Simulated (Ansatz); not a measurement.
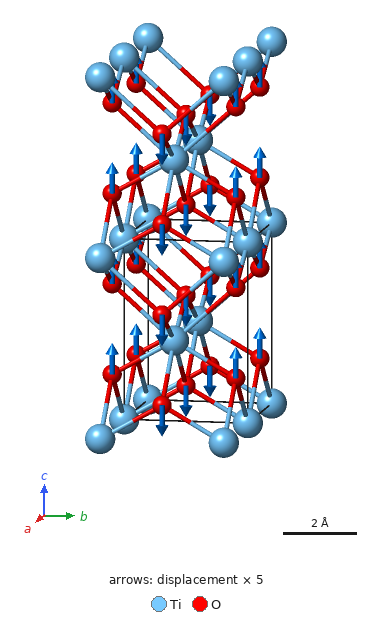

This is a relaxation of a crystal of TiO2 (a generated structure, set up in P4_2/nmc) (coarse preliminary run). The starting structure is drawn; blue arrows show the displacements (the part carried along by the change of the cell is left out), magnified 5 times.

The picture is a ball-and-stick view of the cell of the calculation, repeated 2 × 1 × 2 with one cell outlined, seen slightly off an axis.

Case: Hf → Ti on all its sites, cell and atoms relaxed.

Method: Ansatz, DFT r2SCAN, scalar-relativistic, plane waves, PAW. (plane-wave cutoff 500 eV; k-point mesh 6 × 6 × 4; occupations gaussian; smearing width 0.1 eV; no spin polarisation; cell and atoms relaxed; force threshold 0.05 eV/Å; at most 60 steps)

> Which element moves most?

Oxygen: up to 0.17 Å, against 0.00 Å for titanium.

> What did the optimiser do to the structure, and how much energy did it gain?

After 5 accepted moves (6 points after the start) the energy has fallen by 89.5 meV per atom. Largest force component: 0.96 eV/Å at the start, 0.0004 eV/Å at the end. The pressure goes from −17.32 to 0.01 GPa. The SCF was repeated once at an unchanged geometry on a basis and grid sized afresh for the cell, which shifted the energy by 0.2 meV per atom at most. The largest moves relative to the cell, 0.17 Å, are those of O atoms. Ti stays in place. The volume changes by −2.4 %, with a = b 3.464 → 3.367 Å (−2.8 %), c 5.039 → 5.205 Å (+3.3 %). Among the contacts that change: O–Ti 2.312 → 2.433 Å, O–Ti 1.994 → 1.884 Å. Bond angles that change, for instance: Ti–O–Ti 97.1° → 87.6°, Ti–O–Ti 120.6° → 126.6°. The space group stays P4_2/nmc (No. 137). Cost: 60 s on 2 threads of Intel(R) Xeon(R) Processor @ 2.50GHz (Skylake/Cascade Lake), on a shared host, peak memory 0.54 GiB.
